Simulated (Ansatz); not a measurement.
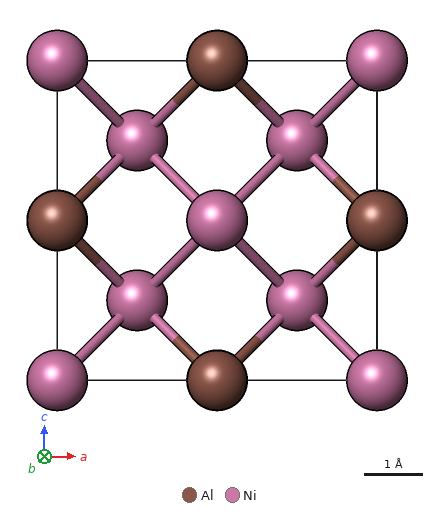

Starting structure of solid AlNi₃ (set up in Fm-3m) (coarse preliminary run). Style: ball-and-stick. Shown: the conventional cell (4 times the calculation's cell), along the b axis. Lengths and directions refer to the drawn axes.

The calculation used Ansatz, DFT PBE, scalar-relativistic, plane waves, PAW.

The input:
```yaml
crystal:
  lattice:
    - [0.0, 2.8018887, 2.8018887]
    - [2.8018887, 0.0, 2.8018887]
    - [2.8018887, 2.8018887, 0.0]
  atoms:
    - { symbol: Al, position: [0.5, 0.5, 0.5] }
    - { symbol: Ni, position: [0.25, 0.25, 0.25], spin: 2.0 }
    - { symbol: Ni, position: [0.0, 0.0, 0.0], spin: -2.0 }
    - { symbol: Ni, position: [0.75, 0.75, 0.75], spin: 2.0 }
basis:
  ecutwfc: 420
kpoints:
  mp_grid: { grid: [6, 6, 6] }
hamiltonian:
  xc: pbe
scf:
  occupations: { method: gaussian, width: 0.1 }
  lower_state_search: "off"
output:
  forces: true
  stress: true
  eigenvalues: true
  populations: true
magnetization:
  spin_polarized: true
relax:
  adjacent_minimum: "off"
  f_tol: 0.04
  max_steps: 70
  cell: { stress_tol: 0.4 }
```

Launched with:
```bash
ansatz run input.yaml --threads 1 --pin off --max-ram 2560MiB --backend cpu --events-out ev --progress --plain --runs-dir out
```

> Predict the outcome.

After 2 accepted moves (3 points after the start) the energy has fallen by 8.7 meV per atom. All forces vanish by symmetry, so only the cell relaxes. Pressure: 7.08 GPa at the start and 0.19 GPa at the end. The SCF was repeated once at an unchanged geometry on a basis and grid sized afresh for the cell, which shifted the energy by 0.1 meV per atom at most. No atom moves by more than 0.005 Å relative to the cell. The volume changes by +3.6 %, with a = b = c 5.604 → 5.670 Å (+1.2 %). Among the contacts that change: Al1–Ni2 2.427 → 2.455 Å, Ni2–Ni3 2.427 → 2.455 Å. The space group stays Fm-3m (No. 225). The program noted that the starting moments weren't kept.

After the run, drawn alike:

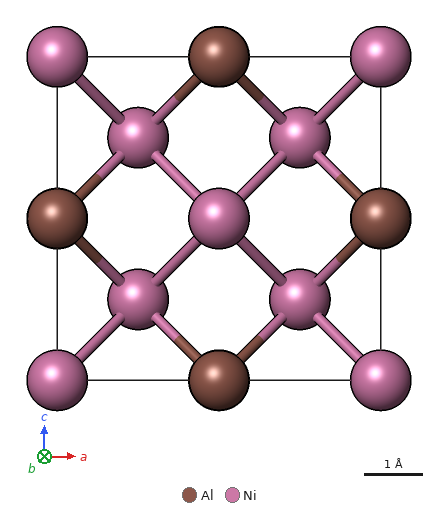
